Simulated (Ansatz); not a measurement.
Input file:

```
crystal:
  lattice:
    - [0.0, 2.82491385, 2.82491385]
    - [2.82491385, 0.0, 2.82491385]
    - [2.82491385, 2.82491385, 0.0]
  atoms:
    - { symbol: Li, position: [0.0, 0.0, 0.0] }
    - { symbol: Br, position: [0.5, 0.5, 0.5] }
basis:
  ecutwfc: 420
kpoints:
  mp_grid: { grid: [8, 8, 8] }
hamiltonian:
  xc: pbesol
scf:
  occupations: { method: gaussian, width: 0.02 }
output:
  forces: true
  stress: true
  eigenvalues: true
  write_density: true
  write_potential: true
  elf: true
  volumetric_format: npy
```

Command:

```sh
ansatz run input.yaml --threads 1 --pin off --max-ram 1331MiB --backend cpu --events-out ev --progress --plain --runs-dir out
```

Below, planes, directions and counts refer to the conventional cell (a = 5.65 Å, b = 5.65 Å, c = 5.65 Å, α = 90.00°, β = 90.00°, γ = 90.00°).

Space group Fm-3m; changed on purpose from its base cell (functional PBEsol, strained and moved within the space group); computed pressure about −3 GPa in this cell.

These are results of DFT PBEsol, scalar-relativistic, plane waves, PAW in Ansatz 0.2.0, not measurements.

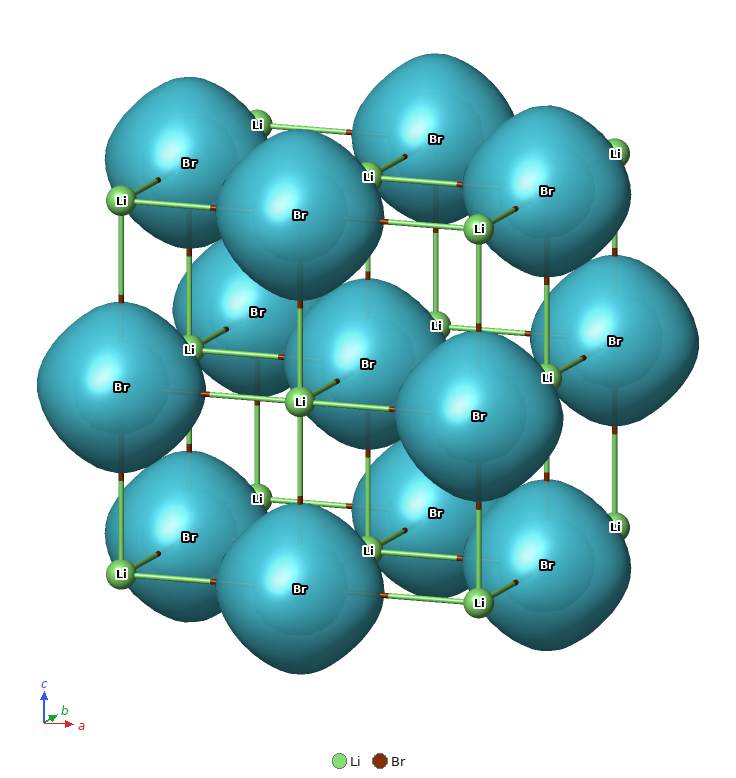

LiBr. Isosurface of the ELF at 0.8 (cyan), seen slightly off an axis. Only the valence region is drawn (cores and ρ < 0.01 e/Å³ removed). Sticks mark near contacts.

Core electrons are frozen (PAW), and the valence fields are smoothed inside the atomic spheres.

### What do the ELF domains correspond to?

At this value the surface marks out four regions wrapped around Br (the valence shell of each), counted in one cell of 8 atoms. Any copies at cell faces, edges or corners count once. Along the contacts the grid gives the following. Li–Br (2.82 Å): the ELF is about 0.75 at the midpoint; an ionic contact with no shared pair.

### Metal or insulator at this level of theory?

It is gapped, with a Kohn–Sham gap of 4.4 eV on the k-point mesh, an upper bound to the gap of this method.
